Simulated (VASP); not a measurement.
# Ta16N (cell with a defect): what the fields show

Input

```
SYSTEM = Ta16N
PREC = Accurate
ENCUT = 520
EDIFF = 1E-6
ISMEAR = 0
SIGMA = 0.1
LREAL = Auto
LASPH = .TRUE.
NELM = 100
ALGO = Fast
ISIF = 2
LWAVE = .FALSE.
LCHARG = .TRUE.
GGA = PE
LELF = .TRUE.
LVHAR = .TRUE.
NBANDS = 104
```

Run with:

```sh
cat potpaw_PBE.64/Ta_pv/POTCAR potpaw_PBE.64/N/POTCAR > POTCAR
mpirun -np 1 vasp_std > vasp.out
```

Not relaxed (largest force 1.2 eV/Å); computed pressure about 6 GPa in this cell.

These are results of Kohn-Sham DFT of a periodic cell, PBE, VASP PAW PBE potentials, recommended (VASP), not measurements.

In a PAW calculation such maps are meaningful between the atoms, not at the nuclei.

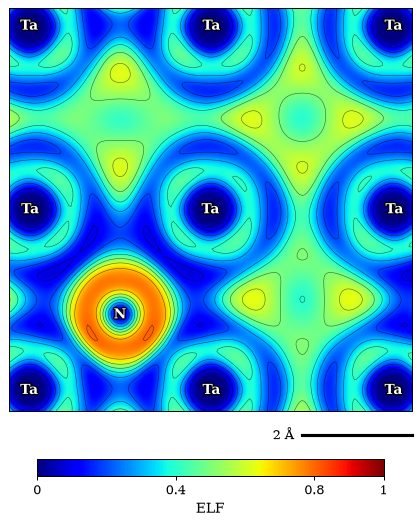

Figure 1. ELF on the (100) plane of the calculation cell.

What does the map show?

Answer. The plane passes through Ta and N nuclei. Ta–N (2.16 Å): the ELF peaks at about 0.80 in the valence shell of N, 0.6 Å from its nucleus, and drops to about 0.25 between the two atoms: no localised pair shows between them.

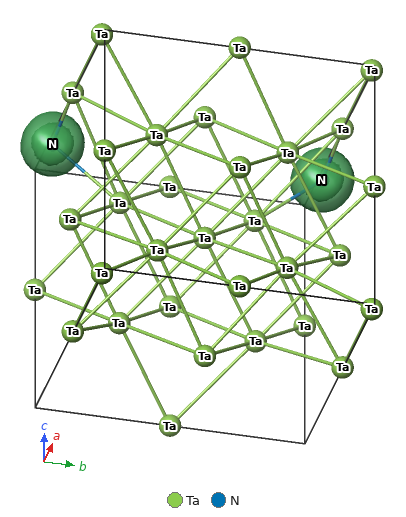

Figure 2. Isosurface of the electron localisation function at 0.75 (green), seen at an oblique angle. Core shells and regions of very low density are left out. Sticks mark near contacts.

Describe the localisation domains.

Answer. At this value the surface marks out one region wrapped around N (its valence shell), counted in one cell of 17 atoms. Any copies at cell faces, edges or corners count once.


Ta–N (1.95 Å): the ELF peaks at about 0.85 in the valence shell of N, 0.6 Å from its nucleus, and is about 0.40 at the midpoint. Ta–Ta (2.78 Å): the ELF is about 0.20 at the midpoint: no shared electron pair shows on this line.
